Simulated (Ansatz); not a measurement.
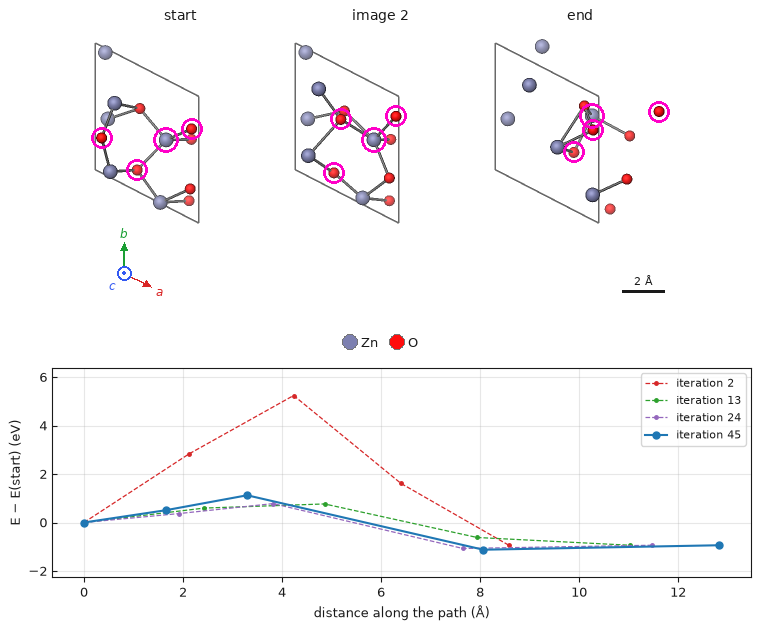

NEB run on O on ZnO(111) (13 atoms in the cell). Images are numbered from 0 (start) to 4 (end). The plot follows the band through its iterations. The picture is a ball-and-stick view of the simulation cell, with the vacuum cut short (origin moved), seen along the c axis. The atoms that move most are ringed. Bonds to atoms that aren't drawn are left out.

All numbers below come from DFT PBEsol, scalar-relativistic, plane waves, PAW (Ansatz 0.2.0). Settings: plane-wave cutoff 250 eV; k-point mesh 2 × 2 × 1; Gaussian smearing 0.02 eV; spin collinear; 1 atoms held fixed; 3 movable images; climbing image; force threshold 0.05 eV/Å; iteration limit 45.

**Did the band converge, and can the barrier be trusted?**

The result isn't final. The band hadn't converged when the run stopped after 45 iterations. The barrier read from it is provisional: over the last two iterations the highest image moved from 1.16 eV to 1.12 eV. The largest force component is 0.52 eV/Å at the start and 0.74 eV/Å at the end; an end with forces this large is no minimum, and the barrier measured from it can be far off. The plane-wave cutoff is below what these potentials need, so energies and forces are off. The first iteration put the highest image at 10.28 eV. Relative to the start the highest point is image 2 at +1.12 eV and the end lies at −0.94 eV, but the profile dips to −1.12 eV at image 3 on the way, so there may be an intermediate minimum, or an end is no minimum.

Limits of the set-up: the cutoff lies below the recommended one; the periodic images lie only 5.6 Å apart, so the values are limited by the cell's size.

Cost: 7.5 min on 2 threads of Arm Neoverse V1, with other jobs on the host, peak memory 0.86 GiB.

PAW datasets: the set soft_1.
